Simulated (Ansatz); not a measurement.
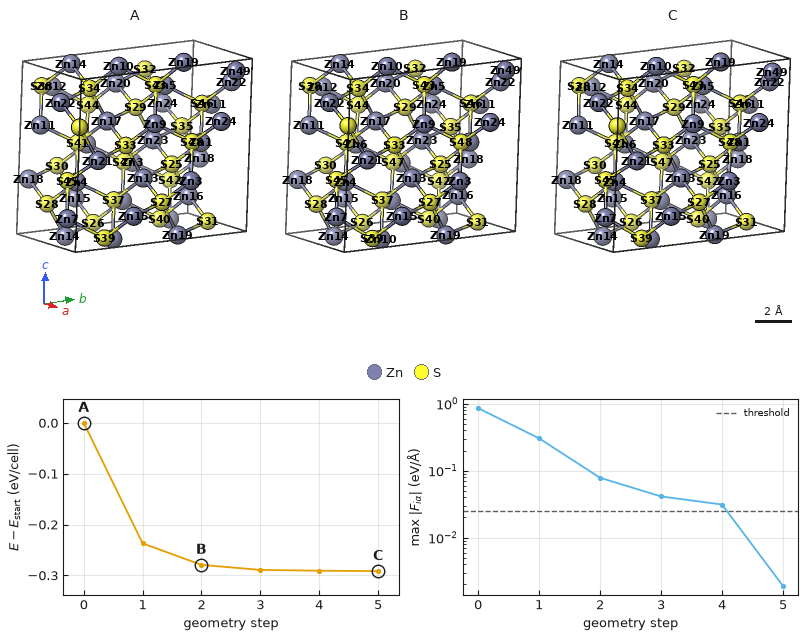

Frames of a relaxation of a defect cell of composition Zn25S24 (cell charge +2), marked on the history of the run. A ball-and-stick model of the cell of the calculation, seen slightly off an axis.

Case: Zn interstitial, charge +2, atoms relaxed at the host's cell.

Computed with DFT PBE, scalar-relativistic, plane waves, PAW in Ansatz 0.2.0. Set-up: plane-wave cutoff 420 eV; k-point mesh 2 × 2 × 2; occupations gaussian; smearing width 0.01 eV; mesh shifted by (0.5, 0.5, 0.5); no spin polarisation; atoms relaxed in a fixed cell; force threshold 0.025 eV/Å; at most 45 steps.

Q: Describe the path.

A: After 5 geometry steps the energy has fallen by 0.292 eV per cell of the calculation. The largest force component goes from 0.86 to 0.0019 eV/Å. The largest move is that of a Zn atom, 0.13 Å along [−1 −1 −1]. By element the largest moves are Zn 0.13 Å, S 0.09 Å. The cell doesn't change. Near-neighbour distances that change, for instance: S–Zn 2.494 → 2.358 Å, S–Zn 2.411 → 2.534 Å, S–Zn 2.422 → 2.449 Å, S–Zn 2.334 → 2.314 Å. Bond angles that change, for instance: Zn–S–Zn 65.2° → 71.3°, S–Zn–S 107.2° → 101.1°, Zn–S–Zn 112.0° → 117.3°. Cost: 4 min on 4 threads of Arm Neoverse V1 (shared host), peak memory 2.7 GiB. From step 0 to 2: S atoms move most (0.10 Å), energy −0.279 eV per cell of the calculation. From step 2 to 5: a Zn atom moves most (0.17 Å), energy −12.3 meV per cell of the calculation.

```json
{"step": "0", "E − E(0), meV/atom": "0.00", "largest force component, eV/Å": "0.8590"}
{"step": "1", "E − E(0), meV/atom": "-4.84", "largest force component, eV/Å": "0.3043"}
{"step": "2", "E − E(0), meV/atom": "-5.70", "largest force component, eV/Å": "0.0784"}
{"step": "3", "E − E(0), meV/atom": "-5.90", "largest force component, eV/Å": "0.0413"}
{"step": "4", "E − E(0), meV/atom": "-5.93", "largest force component, eV/Å": "0.0312"}
{"step": "5", "E − E(0), meV/atom": "-5.95", "largest force component, eV/Å": "0.0019"}
```

Limits of the set-up: the cell is charged, on a uniform background, and energies carry no finite-size correction.
